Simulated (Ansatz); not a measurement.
**Two runs on Ge$_{3}$Si**

System: Ge$_{3}$Si (P-4m2, 4 atoms in the cell).
Method of run 1: DFT, r2SCAN, plane waves, PAW, no spin polarisation (Ansatz 0.2.0).

The structure was built on a prototype by a generator. The geometry comes from this level: r2SCAN. Text and figures count atoms from 1; the logs count them from 0 in places.

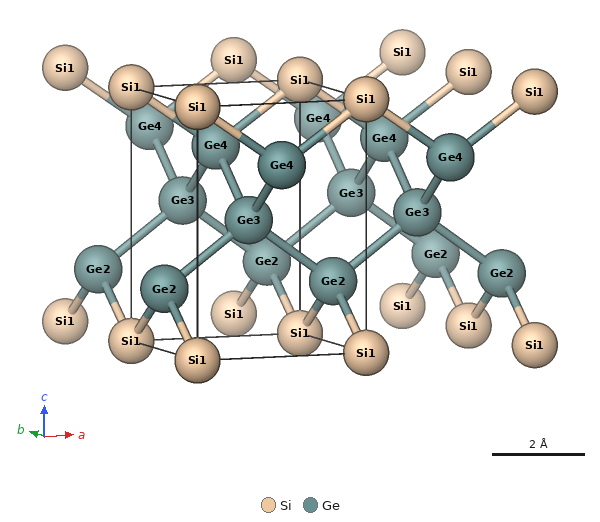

Figure 1. The structure (ball-and-stick view of the cell of the calculation, repeated 2 × 2 × 1, seen slightly off an axis; atoms are numbered from 1 in the order of the input). Near neighbours in the crystal (not all of them lie inside the picture): Si has 4 Ge at 2.41 Å; Ge has 2 Ge at 2.45 Å and 2 Si at 2.41 Å; Ge has 4 Ge at 2.45 Å.

Input file, run 1:
```yaml
crystal:
  lattice:
    - [3.9699077043, 0.0, 0.0]
    - [0.0, 3.9699077043, 0.0]
    - [0.0, 0.0, 5.5939547066]
  atoms:
    - { symbol: Si, position: [0.0, 0.0, 0.0] }
    - { symbol: Ge, position: [0.0, 0.5, 0.2442925744] }
    - { symbol: Ge, position: [0.5, 0.5, 0.5] }
    - { symbol: Ge, position: [0.5, 0.0, 0.7557074256] }
kpoints:
  mp_grid: { grid: [6, 6, 6] }
  band_path:
    path:
      - [0.0, 0.0, 0.0]
      - [0.0, 0.5, 0.0]
      - [0.5, 0.5, 0.0]
      - [0.0, 0.0, 0.5]
      - [0.0, 0.5, 0.5]
      - [0.5, 0.5, 0.5]
      - [0.0, 0.0, 0.05]
    npoints: 1
hamiltonian:
  xc: r2scan
scf:
  occupations: { method: fixed }
  n_extra_bands: 5
output:
  forces: true
  stress: true
  eigenvalues: true
```

Launched with:
```bash
ansatz run input.yaml --threads 2 --pin off --max-ram 2764MiB --backend cpu --events-out ev --progress --plain --runs-dir out
```

Hardware: 2 threads of Arm Neoverse V2, 24 GiB of memory available, shared host.

Output, shortened to warnings, some set-up lines, iterations and results (run 1):
```
Basis set: ecut = 500 eV, 2245 PW (Γ), exchange–correlation on 120×120×180 points (64 copies of the dense FFT grid, shifted against one another)
Symmetry: 8 space group operations
k-points: 40 of 216 (time reversal used)
Initial density: superposition of atomic densities (neutral atoms: chi_scale 0, normalization atom), corrected by the library's trained network
[...]
SCF iter   1: F=—  HF=-13547.712155 eV  |F-HF|=—  |Δ(HF+E_count)|=         —  Δρ=6.25e-3  dr2=2.42e-2  dr2_τ=1.21e-2  ethr=1.77e-3  ⟨swp⟩=4.5  Hψ=4130  notcnv=0  defer=108
SCF iter   2: F=—  HF=-13547.729073 eV  |F-HF|=—  |Δ(HF+E_count)|=   1.69e-2  Δρ=1.69e-3  dr2=1.61e-3  dr2_τ=5.47e-5  ethr=5.27e-5  ⟨swp⟩=2.9  Hψ=2499  notcnv=0  defer=117
SCF iter   3: F=—  HF=-13547.728783 eV  |F-HF|=—  |Δ(HF+E_count)|=   2.89e-4  Δρ=1.19e-3  dr2=5.98e-4  dr2_τ=7.09e-6  ethr=3.50e-6  ⟨swp⟩=2.0  Hψ=2083  notcnv=0  defer=117
SCF iter   4: F=—  HF=-13547.728787 eV  |F-HF|=—  |Δ(HF+E_count)|=   3.92e-6  Δρ=1.91e-4  dr2=2.32e-5  dr2_τ=2.20e-7  ethr=1.30e-6  ⟨swp⟩=2.0  Hψ=1263  notcnv=0  defer=117
SCF iter   5: F=—  HF=-13547.728789 eV  |F-HF|=—  |Δ(HF+E_count)|=   1.54e-6  Δρ=2.43e-5  dr2=4.57e-7  dr2_τ=8.82e-9  ethr=5.05e-8  ⟨swp⟩=2.0  Hψ=1379  notcnv=0  defer=46
SCF iter   6: F=-13547.728789 eV  HF=-13547.728789 eV  |F-HF|=1.20e-8  |Δ(HF+E_count)|=   2.30e-7  Δρ=6.02e-6  dr2=3.67e-8  dr2_τ=3.42e-10  ethr=2.17e-10  ⟨swp⟩=10.0  Hψ=5841 …
SCF 1 converged in 6 iterations: F = -13547.728789 eV  dr2 = 3.67e-8
NSCF: frozen V_eff on 7 k-points
SCF converged after 6 iterations
Free energy (F): -13547.728789 eV
Harris-Foulkes:  -13547.728789 eV  (|F-HF|=1.20e-8)
Internal energy: -13547.728789 eV  (E = F + TS)
E sigma→0 (E₀):  -13547.728789 eV
Fermi energy:    7.837355 eV
--- Per-component energies (eV) ---
  E_band       = -483.888637
  E_kinetic    = 373.532630
  E_local      = -7834.252520  (includes V_loc(G=0)·N_el)
  E_nonlocal   = 1285.441731
  E_hartree    = 3456.084262
  E_xc         = -258.888418
  E_vxc        = -253.568772  (∫ρ·V_xc dr)
  E_paw        = -6622.420465  (= ΣΔE_a)
  E_vpaw       = -980.592882  (= ΣTr[D̂ρ^β])
  E_aug_tail   = 0.000049  (compensation charges beyond the density's cutoff)
  E_vtau       = 13.375013  (kinetic-family band-sum trace: ∫τ·v_τ [+ j·A + Jᵃ·Aᵃ] dr)
  E_ewald      = -3943.892328
  E_core_change = -3.333730  (= ΣΔE_core)
  E_smearing   = -0.000000  (= −TS)
  E_closure    = 0.000000  (closes the sum)
  Σ components = -13547.728789   (vs F -13547.728789, Δ=0.00e0)
--- Forces (eV/Å), atoms counted from 1 ---
  atom   1  Si    -0.00000000     0.00000000     0.00000000
  atom   2  Ge     0.00000000     0.00000000     0.00097028
  atom   3  Ge    -0.00000000     0.00000000     0.00000000
  atom   4  Ge     0.00000000     0.00000000    -0.00097028
  max |Σ_I F_I| component: 4.16e-17 eV/Å
--- Stress (GPa, compression-positive) ---
       -0.006418       0.000000      -0.000000
        0.000000      -0.006418       0.000000
       -0.000000       0.000000       0.011825
  P = ⅓ Tr σ = -0.0003 GPa (-0.003 kbar)
```

Run 2 used a changed input.

The two runs side by side:

| quantity | run 1 | run 2 |
| --- | --- | --- |
| outcome | converged | converged |
| free energy per atom (eV) | −3386.9322 | −3380.1610 |
| gap on the mesh (eV) | 0.57 | 0.29 |
| pressure (GPa) | 0.00 | 2.64 |
| largest force (eV/Å) | 0.001 | 0.065 |
| SCF iterations | 6 | 7 |
| irreducible k-points | 40 | 40 |
| plane waves at Γ | 2245 | 1715 |
| wall time (shared host) | 10 s | 4.9 s |

What was changed in the input?

The change (lines with − go, lines with + come):
```diff
-  xc: r2scan
+  xc: pbe
```

The total energies belong to different methods, so their difference says nothing on which is more stable or more accurate. The gap on the mesh goes from 0.57 to 0.29 eV. The pressure goes from 0.00 to 2.64 GPa. The largest force goes from 0.001 to 0.065 eV/Å. The functional changes from r2SCAN to PBE. The SCF takes 7 iterations against 6. The default cutoff goes from 500 to 420 eV with the change. The plane waves at Γ go from 2245 to 1715. On the same kind of shared host run 2 took about 0.48 times as long.

Output, shortened to warnings, some set-up lines, iterations and results (run 2):
```
Basis set: ecut = 420 eV, 1715 PW (Γ), exchange–correlation on 54×54×80 points (8 copies of the dense FFT grid, shifted against one another)
Symmetry: 8 space group operations
k-points: 40 of 216 (time reversal used)
Initial density: superposition of atomic densities (neutral atoms: chi_scale 0, normalization atom), corrected by the library's trained network
[...]
SCF iter   1: F=—  HF=-13520.645337 eV  |F-HF|=—  |Δ(HF+E_count)|=         —  Δρ=1.13e-3  dr2=1.09e-3  ethr=1.77e-3  ⟨swp⟩=4.6  Hψ=4131  notcnv=0  defer=105
SCF iter   2: F=—  HF=-13520.644172 eV  |F-HF|=—  |Δ(HF+E_count)|=   1.17e-3  Δρ=7.98e-4  dr2=4.68e-4  ethr=2.36e-6  ⟨swp⟩=2.0  Hψ=2443  notcnv=0  defer=117
SCF iter   3: F=—  HF=-13520.644103 eV  |F-HF|=—  |Δ(HF+E_count)|=   6.83e-5  Δρ=3.85e-4  dr2=1.41e-4  ethr=1.02e-6  ⟨swp⟩=2.0  Hψ=1808  notcnv=0  defer=110
SCF iter   4: F=—  HF=-13520.644160 eV  |F-HF|=—  |Δ(HF+E_count)|=   5.67e-5  Δρ=1.81e-4  dr2=3.35e-5  ethr=3.07e-7  ⟨swp⟩=2.1  Hψ=1371  notcnv=0  defer=64
SCF iter   5: F=—  HF=-13520.644165 eV  |F-HF|=—  |Δ(HF+E_count)|=   5.43e-6  Δρ=9.77e-5  dr2=5.42e-6  ethr=7.28e-8  ⟨swp⟩=2.0  Hψ=1396  notcnv=0  defer=40
SCF iter   6: F=—  HF=-13520.644164 eV  |F-HF|=—  |Δ(HF+E_count)|=   1.58e-6  Δρ=1.84e-5  dr2=2.17e-7  ethr=1.18e-8  ⟨swp⟩=2.0  Hψ=1988  notcnv=0  defer=40
SCF iter   7: F=-13520.644164 eV  HF=-13520.644164 eV  |F-HF|=4.28e-8  |Δ(HF+E_count)|=   4.82e-8  Δρ=4.95e-6  dr2=1.81e-8  ethr=2.17e-10  ⟨swp⟩=9.2  Hψ=5722  notcnv=0
SCF 1 converged in 7 iterations: F = -13520.644164 eV  dr2 = 1.81e-8
NSCF: frozen V_eff on 7 k-points
SCF converged after 7 iterations
Free energy (F): -13520.644164 eV
Harris-Foulkes:  -13520.644164 eV  (|F-HF|=4.28e-8)
Internal energy: -13520.644164 eV  (E = F + TS)
E sigma→0 (E₀):  -13520.644164 eV
Fermi energy:    8.007666 eV
--- Per-component energies (eV) ---
  E_band       = -454.670639
  E_kinetic    = 374.913870
  E_local      = -7829.325255  (includes V_loc(G=0)·N_el)
  E_nonlocal   = 1282.306853
  E_hartree    = 3450.464346
  E_xc         = -281.972125
  E_vxc        = -240.712143  (∫ρ·V_xc dr)
  E_paw        = -6573.140493  (= ΣΔE_a)
  E_vpaw       = -942.795080  (= ΣTr[D̂ρ^β])
  E_aug_tail   = 0.000969  (compensation charges beyond the density's cutoff)
  E_ewald      = -3943.892328
  E_smearing   = -0.000000  (= −TS)
  E_closure    = -0.000000  (closes the sum)
  Σ components = -13520.644164   (vs F -13520.644164, Δ=0.00e0)
--- Forces (eV/Å), atoms counted from 1 ---
  atom   1  Si    -0.00000000     0.00000000     0.00000000
  atom   2  Ge     0.00000000     0.00000000    -0.06546939
  atom   3  Ge    -0.00000000     0.00000000     0.00000000
  atom   4  Ge     0.00000000     0.00000000     0.06546939
  max |Σ_I F_I| component: 1.11e-16 eV/Å
--- Stress (GPa, compression-positive) ---
        2.654902       0.000000      -0.000000
        0.000000       2.654902       0.000000
       -0.000000       0.000000       2.600956
  P = ⅓ Tr σ = 2.6369 GPa (26.369 kbar)
```
